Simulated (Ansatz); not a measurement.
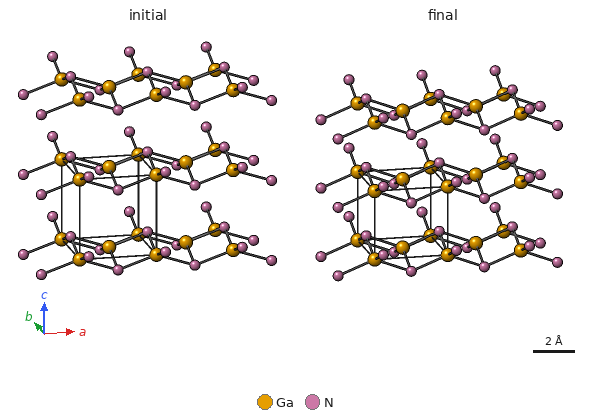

The structure of a crystal of GaN (a generated structure, set up in P4/nmm) (coarse preliminary run) before (left) and after (right) a relaxation, at one scale.

Style: ball-and-stick. Shown: the cell of the calculation, repeated 2 × 1 × 2 with one cell outlined, slightly off an axis.

Method: DFT PBE+D3(BJ), scalar-relativistic, plane waves, PAW in Ansatz. Settings: plane-wave cutoff 420 eV; k-point mesh 4 × 4 × 4; occupations gaussian; smearing width 0.1 eV; no spin polarisation; cell and atoms relaxed; force threshold 0.04 eV/Å; at most 70 steps.

Q: Describe what moved and what it gained.

A: Over 6 accepted moves (8 points after the start) the energy falls by 101 meV per atom. The largest force component goes from 0.54 to 0.0024 eV/Å. The pressure goes from −12.21 to 0.03 GPa. At 2 points the geometry stayed and the basis and grid were re-selected for the new cell (energy shift of 3.2 meV per atom at most each time). The largest moves relative to the cell, 0.16 Å, are those of N atoms. Ga stays in place. The drawn cell changes as follows: a = b 3.908 → 3.720 Å (−4.8 %), c 4.105 → 3.514 Å (−14.4 %); the volume changes by −22.4 %. Near-neighbour distances that change, for instance: Ga–N 2.062 → 1.996 Å. Bond angles that change, for instance: N–Ga–N 142.8° → 137.5°, Ga–N–Ga 142.8° → 137.5°. The space group stays P4/nmm (No. 129). The run took 14 s on 1 thread of Arm Neoverse V2, on a shared host, peak memory 0.32 GiB.
